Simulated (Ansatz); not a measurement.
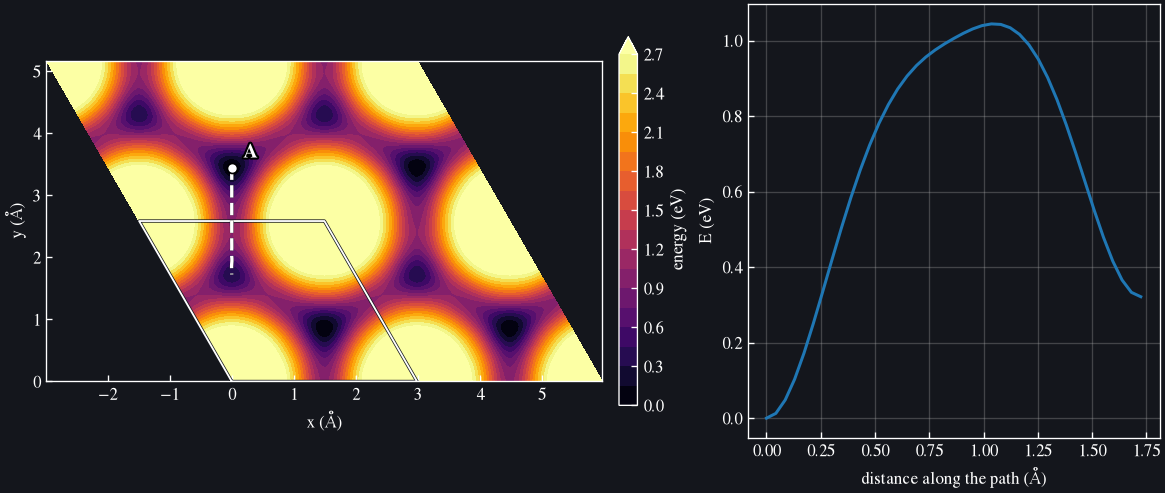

N on a Ta(111) slab cut from the Fm-3m phase, its upper half relaxed before the scan (3 atoms of substrate and one adsorbate in a 1 × 1 cell). N is moved over the surface cell; relaxed at each place: the height of the adsorbate's atoms; substrate rigid; the origin of the map has the adsorbate above Ta3. Places are given modulo a cell vector. The map is drawn in real space over the plane of the surface. The grid has 6 × 6 points; 10 points were computed and 26 follow by symmetry. All energies are given in eV relative to the lowest grid point. With one adsorbate in each 1 × 1 cell, its nearest image is 3.0 Å away, so neighbouring adsorbates interact. These are results of DFT PBE, scalar-relativistic, plane waves, PAW in Ansatz 0.2.0, not measurements. Settings: cutoff 420 eV, k-mesh 9×9×1, gaussian smearing 0.1 eV, no spin polarisation.

Drawn: filled contours, a line along the lowest path, the outline of one cell of the 2 × 2 shown, one colour for all values above the top of the scale, the energy along the path at the right, the start A. Between grid points the surface is interpolated.

Describe the path and its barrier.

Answer. The easiest path leads from the well at a threefold hollow over a third-layer Ta atom, (4/6, 2/6) of the cell vectors to the well at a threefold hollow over a second-layer Ta atom, (2/6, 4/6) of the cell vectors, about 0.32 eV higher. Its highest point lies about 1 eV above the bottom of the first well on the interpolated surface, at about (0.47, 0.93) of the cell vectors. Seen from the upper well the barrier is about 0.72 eV. This is the barrier on the constrained surface; relaxing the other coordinates would change it.

PAW datasets: the set soft_1.
